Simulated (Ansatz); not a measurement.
# Searching the electronic states of Ni, part 2 of 2

How much does the result for Ni depend on the starting moments? The same cell is run from several starts. System: Ni, the deposited crystal structure (space group Fm-3m, primitive cell doubled); the cell holds 2 atoms. Source: COD entry 2100643, which need not be the ambient phase.

Ansatz 0.2.0; DFT r2SCAN, PAW, plane waves, scalar-relativistic.

## 6. Parallel moments scaled by 0.03, plain SCF

input.yaml

```yaml
crystal:
  lattice:
    - [0.0, -1.76575, -1.76575]
    - [-3.5315, -1.76575, -1.76575]
    - [0.0, 1.76575, -1.76575]
  atoms:
    - { symbol: Ni, position: [0.0, 0.0, 0.0], spin: 0.06 }
    - { symbol: Ni, position: [0.0, 0.5, 0.5], spin: 0.06 }
magnetization:
  spin_polarized: true
hamiltonian:
  xc: r2scan
  pseudopotentials: { kind: paw }
basis:
  ecutwfc: 500
kpoints:
  mp_grid: { grid: [13, 8, 11] }
scf:
  occupations: { method: fermi_dirac, width: 0.1 }
  lower_state_search: "off"
output:
  forces: true
  stress: true
```

Standard output, shortened:

```text
[... 12 lines as in an earlier run ...]
Bands: 23, of which v1, the nominal top of the filled ones, is band 18 counted from 1 (17 counted from 0)
[... 7 lines as in an earlier run ...]
Starting moments: Σ|m| = 0.12 μB on 2 of 2 sites
[... 3 lines as in an earlier run ...]
SCF iter   1: F=-11690.237148 eV  HF=-11690.221956 eV  |F-HF|=1.52e-2  |Δ(HF+E_count)|=         —  Δρ=3.71e-2 (↑3.71e-2 ↓2.12e-2)  dr2=3.58e-1  dr2_τ=1.32e-2  dr2_m=1.62e-2  M=0.209 μB ∫|m|=0.214 μB  β_m=1.00  ethr=9.97e-4  ⟨swp⟩=1.0  Hψ=78880  notcnv=0
[...]
spin-set hold released at iteration 10 (site moments contracting): the magnetisation degrees of freedom join the quasi-Newton model from the next iteration; the mixer history was flushed
[...]
SCF iter  22: F=-11690.590061 eV  HF=-11690.590060 eV  |F-HF|=1.36e-7  |Δ(HF+E_count)|=   1.60e-7  Δρ=5.26e-6 (↑4.07e-6 ↓5.26e-6)  dr2=1.12e-9  dr2_τ=2.15e-11  dr2_m=2.88e-9  M=1.493 μB ∫|m|=1.840 μB  ethr=3.35e-11  ⟨swp⟩=4.8  Hψ=56938  notcnv=0
[...]
[... 1 line as in an earlier run ...]
SCF converged after 22 iterations
Magnetization: 1.4929 μB (18.7464 up, 17.2536 down)
Absolute magnetization: 1.8428 μB (∫|ρ↑−ρ↓|, with the PAW one-centre terms)
Spin contamination: 0.0439 ħ² per cell (⟨S²⟩ above its minimum at these occupations)
Per-site moments (μB) at R_I (Å): [(0.8153438671003004, 1.0300733840761207), (0.8153438671003004, 1.0300733840761207)]
Free energy (F): -11690.590061 eV
[...]
E sigma→0 (E₀):  -11690.547037 eV
Entropy (-TS):   -0.086048 eV (-43.024 meV/atom)
Fermi energy:    17.838412 eV
[... 26 lines left out: energy terms, forces, stress ...]
```

It took 62 s on 2 threads of an x86-64 CPU, shared host; peak memory 0.64 GiB.

Nothing new: the 22 iterations lead to the state found in step 2 (ferromagnetic).

## 7. Moments ++ scaled by 0.65, plain SCF

input.yaml: that of step 6 with these lines changed.

```diff
@@ -6,4 +6,4 @@
   atoms:
-    - { symbol: Ni, position: [0.0, 0.0, 0.0], spin: 0.06 }
-    - { symbol: Ni, position: [0.0, 0.5, 0.5], spin: 0.06 }
+    - { symbol: Ni, position: [0.0, 0.0, 0.0], spin: 1.3 }
+    - { symbol: Ni, position: [0.0, 0.5, 0.5], spin: 1.3 }
 magnetization:
```

Standard output, shortened:

```text
[... 20 lines as in an earlier run ...]
Starting moments: Σ|m| = 2.6 μB on 2 of 2 sites
[... 2 lines as in an earlier run ...]
[...]
SCF iter   1: F=-11690.454263 eV  HF=-11690.178424 eV  |F-HF|=2.76e-1  |Δ(HF+E_count)|=         —  Δρ=5.36e-2 (↑2.21e-2 ↓5.36e-2)  dr2=1.88e-1  dr2_τ=1.81e-2  dr2_m=2.42e-1  M=1.707 μB ∫|m|=1.830 μB  β_m=0.30  ethr=5.23e-4  ⟨swp⟩=1.1  Hψ=81412  notcnv=0
[...]
spin-set hold released at iteration 7 (site moments contracting): the magnetisation degrees of freedom join the quasi-Newton model from the next iteration; the mixer history was flushed
[...]
SCF iter  18: F=-11690.590061 eV  HF=-11690.590061 eV  |F-HF|=8.96e-8  |Δ(HF+E_count)|=   1.19e-6  Δρ=9.03e-6 (↑1.68e-6 ↓9.03e-6)  dr2=1.42e-8  dr2_τ=1.98e-11  dr2_m=3.35e-9  M=1.493 μB ∫|m|=1.841 μB  ethr=7.63e-12  ⟨swp⟩=4.6  Hψ=54657  notcnv=0
[...]
[... 1 line as in an earlier run ...]
SCF converged after 18 iterations
Magnetization: 1.4929 μB (18.7464 up, 17.2536 down)
Absolute magnetization: 1.8428 μB (∫|ρ↑−ρ↓|, with the PAW one-centre terms)
Spin contamination: 0.0439 ħ² per cell (⟨S²⟩ above its minimum at these occupations)
Per-site moments (μB) at R_I (Å): [(0.8153528873406906, 1.0300733840761207), (0.8153528873406906, 1.0300733840761207)]
Free energy (F): -11690.590061 eV
[...]
E sigma→0 (E₀):  -11690.547035 eV
Entropy (-TS):   -0.086050 eV (-43.025 meV/atom)
Fermi energy:    17.838446 eV
[... 26 lines left out: energy terms, forces, stress ...]
```

Run time: 37 s. Hardware: 2 threads of an x86-64 CPU, shared host; peak memory 0.66 GiB.

Nothing new: the 18 iterations lead to the state found in step 2 (ferromagnetic).

## 8. A moment on one site alone, plain SCF

input.yaml: that of step 7 with these lines changed.

```diff
@@ -6,4 +6,4 @@
   atoms:
-    - { symbol: Ni, position: [0.0, 0.0, 0.0], spin: 1.3 }
-    - { symbol: Ni, position: [0.0, 0.5, 0.5], spin: 1.3 }
+    - { symbol: Ni, position: [0.0, 0.0, 0.0], spin: 2.0 }
+    - { symbol: Ni, position: [0.0, 0.5, 0.5] }
 magnetization:
```

Standard output, shortened:

```text
[... 20 lines as in an earlier run ...]
Starting moments: Σ|m| = 2 μB on 1 of 2 sites
[... 2 lines as in an earlier run ...]
SCF iter   1: F=-11686.903939 eV  HF=-11690.173901 eV  |F-HF|=3.27e0  |Δ(HF+E_count)|=         —  Δρ=1.09e-1 (↑1.09e-1 ↓4.09e-2)  dr2=3.92e0  dr2_τ=2.14e-2  dr2_m=3.33e-1  M=1.596 μB ∫|m|=1.734 μB  β_m=0.30  ethr=3.10e-3  ⟨swp⟩=5.5  Hψ=56728  notcnv=0
[...]
spin-set hold released at iteration 5 (the charge has settled, or the pull on large starting moments outlasts its swing): the magnetisation degrees of freedom join the quasi-Newton model from the next iteration; the mixer history was flushed
[...]
SCF iter  21: F=-11690.590061 eV  HF=-11690.590061 eV  |F-HF|=3.91e-10  |Δ(HF+E_count)|=   2.00e-7  Δρ=6.18e-6 (↑2.50e-6 ↓6.18e-6)  dr2=1.06e-8  dr2_τ=2.99e-11  dr2_m=9.20e-10  M=1.493 μB ∫|m|=1.841 μB  ethr=1.07e-11  ⟨swp⟩=4.6  Hψ=54525  notcnv=0
[...]
[... 1 line as in an earlier run ...]
SCF converged after 21 iterations
Magnetization: 1.4930 μB (18.7465 up, 17.2535 down)
Absolute magnetization: 1.8431 μB (∫|ρ↑−ρ↓|, with the PAW one-centre terms)
Spin contamination: 0.0440 ħ² per cell (⟨S²⟩ above its minimum at these occupations)
Per-site moments (μB) at R_I (Å): [(0.8154555739589814, 1.0300733840761207), (0.8154326208000297, 1.0300733840761207)]
Free energy (F): -11690.590061 eV
[...]
E sigma→0 (E₀):  -11690.547038 eV
Entropy (-TS):   -0.086046 eV (-43.023 meV/atom)
Fermi energy:    17.838497 eV
[... 26 lines left out: energy terms, forces, stress ...]
```

It took 43 s on 2 threads of an x86-64 CPU, shared host; peak memory 0.66 GiB.

This is the state of step 2 again (ferromagnetic), after 21 iterations.

## 9. Parallel moments, spin not held back in the first iterations, no switch to direct minimisation

input.yaml: that of step 8 with these lines changed.

```diff
@@ -7,3 +7,3 @@
     - { symbol: Ni, position: [0.0, 0.0, 0.0], spin: 2.0 }
-    - { symbol: Ni, position: [0.0, 0.5, 0.5] }
+    - { symbol: Ni, position: [0.0, 0.5, 0.5], spin: 2.0 }
 magnetization:
@@ -20,2 +20,4 @@
   lower_state_search: "off"
+  algorithm: density_mixing
+  mixing: { spin_hold: "off" }
 output:
```

Standard output, shortened:

```text
[... 20 lines as in an earlier run ...]
Starting moments: Σ|m| = 4 μB on 2 of 2 sites
[... 2 lines as in an earlier run ...]
[...]
SCF iter   1: F=-11690.402916 eV  HF=-11689.646320 eV  |F-HF|=7.57e-1  |Δ(HF+E_count)|=         —  Δρ=1.13e-1 (↑8.82e-2 ↓1.13e-1)  dr2=7.77e-2  dr2_τ=3.79e-2  dr2_m=2.01e0  M=2.031 μB ∫|m|=2.214 μB  β_m=0.61  ethr=2.17e-4  ⟨swp⟩=1.5  Hψ=81947  notcnv=0
[...]
SCF iter  15: F=-11690.590061 eV  HF=-11690.590060 eV  |F-HF|=1.98e-7  |Δ(HF+E_count)|=   2.40e-8  Δρ=4.64e-6 (↑4.64e-6 ↓2.54e-6)  dr2=9.80e-10  dr2_τ=1.45e-11  dr2_m=2.05e-9  M=1.493 μB ∫|m|=1.841 μB  ethr=6.67e-11  ⟨swp⟩=4.0  Hψ=51249  notcnv=0
[...]
[... 1 line as in an earlier run ...]
SCF converged after 15 iterations
Magnetization: 1.4933 μB (18.7466 up, 17.2534 down)
Absolute magnetization: 1.8434 μB (∫|ρ↑−ρ↓|, with the PAW one-centre terms)
Spin contamination: 0.0440 ħ² per cell (⟨S²⟩ above its minimum at these occupations)
Per-site moments (μB) at R_I (Å): [(0.8155880798712642, 1.0300733840761207), (0.8155880798712642, 1.0300733840761207)]
Free energy (F): -11690.590061 eV
[...]
E sigma→0 (E₀):  -11690.547043 eV
Entropy (-TS):   -0.086036 eV (-43.018 meV/atom)
Fermi energy:    17.838634 eV
[... 26 lines left out: energy terms, forces, stress ...]
```

Wall time 37 s (2 threads of an x86-64 CPU, shared host); peak memory 0.66 GiB.

This is the state of step 2 again (ferromagnetic), after 15 iterations.

## 10. Comparing the starts

| step | iterations | state | moments of Ni1 Ni2 (μB) | total (μB) | gap (eV) | pressure (GPa) | above lowest (meV/atom) |
| --- | --- | --- | --- | --- | --- | --- | --- |
| 2 | 14 | 1 | 0.82 0.82 | 1.49 | none | -8.8 | 0.0 |
| 3 | 22 | 2 | 0.24 -0.24 | 0.00 | none | -10.7 | 101 |
| 4 | 9 | 3 | 0.00 0.00 | 0.00 | none | -11.1 | 104 |
| 5 | 11 | 1 | 0.82 0.82 | 1.49 | none | -8.8 | 0.0 |
| 6 | 22 | 1 | 0.82 0.82 | 1.49 | none | -8.8 | 0.0 |
| 7 | 18 | 1 | 0.82 0.82 | 1.49 | none | -8.8 | 0.0 |
| 8 | 21 | 1 | 0.82 0.82 | 1.49 | none | -8.8 | 0.0 |
| 9 | 15 | 1 | 0.82 0.82 | 1.49 | none | -8.8 | 0.0 |

States are numbered from the lowest. Starts by step: 2 parallel moments, plain SCF; 3 opposed moments +-, plain SCF; 4 no spin polarisation; 5 spin on, no moments given (the program may seed its own), plain SCF; 6 parallel moments scaled by 0.03, plain SCF; 7 moments ++ scaled by 0.65, plain SCF; 8 a moment on one site alone, plain SCF; 9 parallel moments, spin not held back in the first iterations, no switch to direct minimisation.

The 8 runs of this session took 7.4 min in all, from 19 s to 1.9 min each.

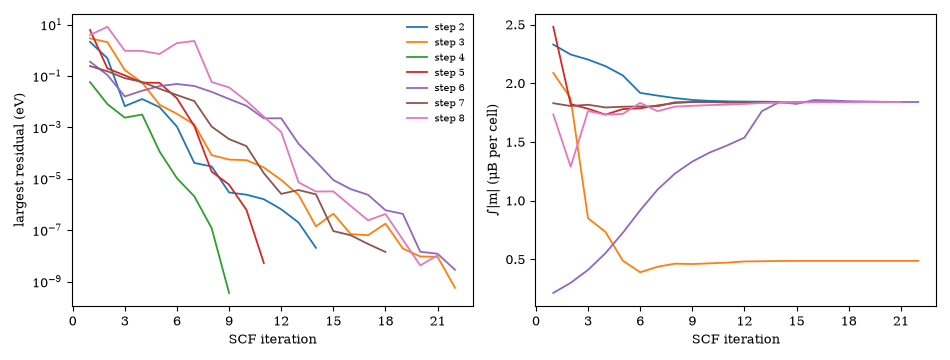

Residual and absolute moment along the iterations (7 of the 8 runs).

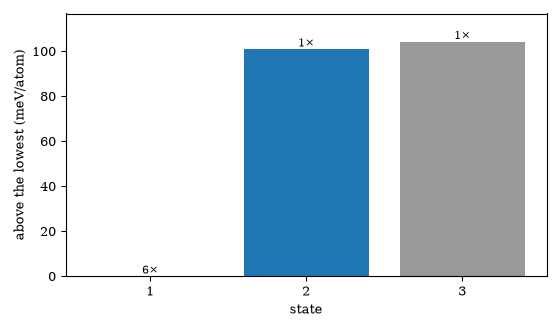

Energy of each distinct state, with the number of starts that reached it (red ferromagnetic, blue opposed moments, grey non-magnetic, green other).

## 11. Results

What follows sums up all 2 parts.

```
                      quantity                                                     value
               distinct states                                   3 from 8 converged runs
lowest state from plain starts                                             ferromagnetic
                   its moments                                     Ni1 0.82, Ni2 0.82 μB
                  total moment                                          1.49 μB per cell
             gap on the k-mesh                                                      none
                      pressure                                                  -8.8 GPa
                 largest force                                                0.000 eV/Å
                    next state                    antiferromagnetic, 101 meV/atom higher
                 highest state  non-magnetic (no spin polarisation), 104 meV/atom higher
```

In words: The 8 converged runs end in 3 distinct states. Switching spin polarisation off costs 104 meV/atom in free energy, smearing entropy included. The best antiferromagnetic state lies 101 meV/atom above the best ferromagnetic one. A lower state than any found can't be excluded. The mesh has less symmetry than the lattice, which lowers the symmetry of the run.
